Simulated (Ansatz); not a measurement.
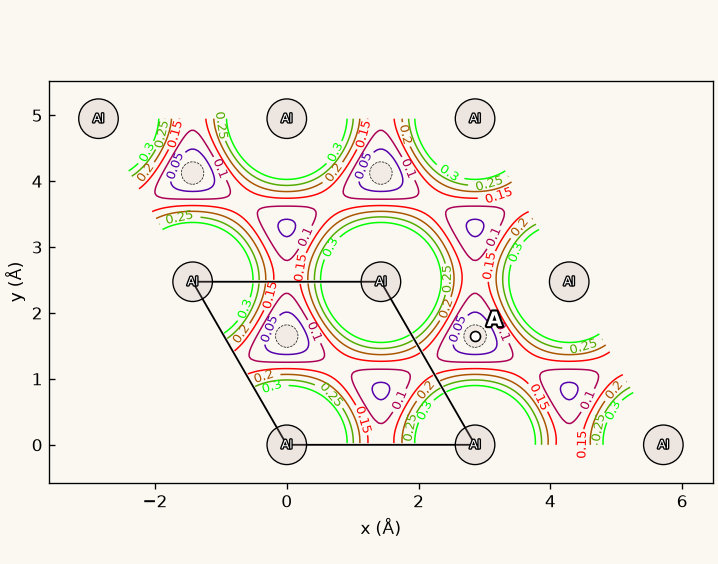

Al on an Al(111) slab cut from the Fm-3m phase, its upper half relaxed before the scan (12 atoms of substrate and one adsorbate in a 2 × 2 cell). Al is moved over the surface cell; relaxed at each place: the height of the adsorbate's atoms; substrate rigid; the origin of the map has the adsorbate above Al9. Places are given modulo a cell vector. The map is drawn in real space over the plane of the surface. The scan uses a 6 × 6 grid; 10 points were computed and 26 follow by symmetry. Places are given in fractions of the 1 × 1 surface cell. Energies: eV, counted from the lowest grid point. Level of theory: DFT PBE, scalar-relativistic, plane waves, PAW (Ansatz 0.2.0). Settings: cutoff 420 eV, k-mesh 6×6×1, gaussian smearing 0.1 eV, no spin polarisation.

In the figure: contour lines labelled in eV (none above 0.3), labelled circles for the atoms of the top layer and small ones for the second layer, the outline of one cell of the 2 × 2 shown, the point A. Between grid points the surface is interpolated.

**What is the easiest way out of the well at A, and how high is the barrier?**

The easiest path leads from the well at a threefold hollow over a second-layer Al atom, (2/6, 4/6) of the cell vectors to the well at a threefold hollow over a third-layer Al atom, (4/6, 2/6) of the cell vectors, about 0.042 eV higher. Its highest point lies about 0.12 eV above the bottom of the first well on the interpolated surface, at about (0.97, 0.48) of the cell vectors. Seen from the upper well the barrier is about 0.074 eV. This is the barrier on the constrained surface; relaxing the other coordinates would change it.

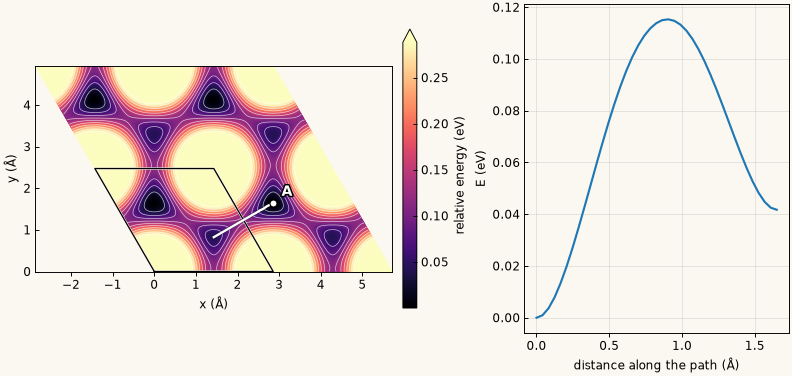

In the figure: a smooth colour map with a few white contour lines, a line along the lowest path, the outline of one cell of the 2 × 2 shown, one colour for all values above the top of the scale, the energy along the path at the right. Between grid points the surface is interpolated.
